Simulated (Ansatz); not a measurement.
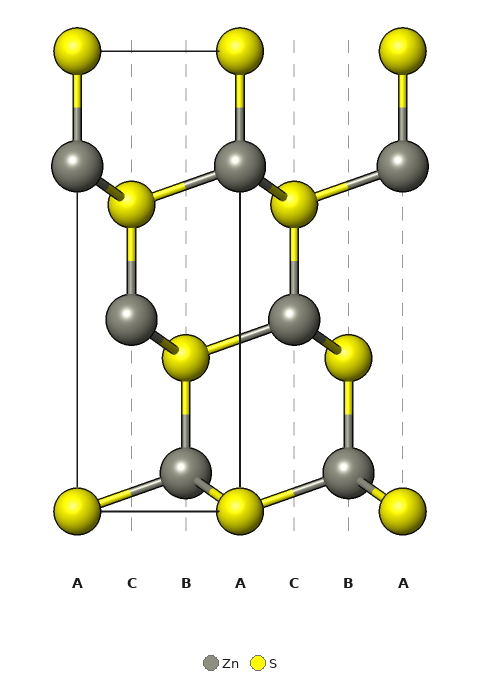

Projection along an edge of the hexagonal mesh, stacking direction [111] upwards. The dashed lines mark the three columns A (0, 0), B (1/3, 2/3) and C (2/3, 1/3). The box is the hexagonal cell of the face-centred cubic lattice. The sequence starts with the first layer at or above the cell's origin.

ZnS: the end point of a relaxation with DFT PBE, scalar-relativistic, plane waves, PAW (Ansatz).

Question: Give the sequence of layers in one repeat, with element and column.

Answer: S(A) – Zn(B) – S(B) – Zn(C) – S(C) – Zn(A) (six layers in 9.43 Å).

Question: How are the S layers alone stacked?

Answer: S layers alone: ABC, the cubic close-packed type.

Question: Which positions between or in the S layers do the other atoms fill?

Answer: Zn: three tetrahedral sites, counted in one hexagonal cell.

Question: What short polytype symbol fits?

Answer: Polytype symbol 3C, the symbol of a tetrahedral polytype (number of double layers in the repeat and lattice).
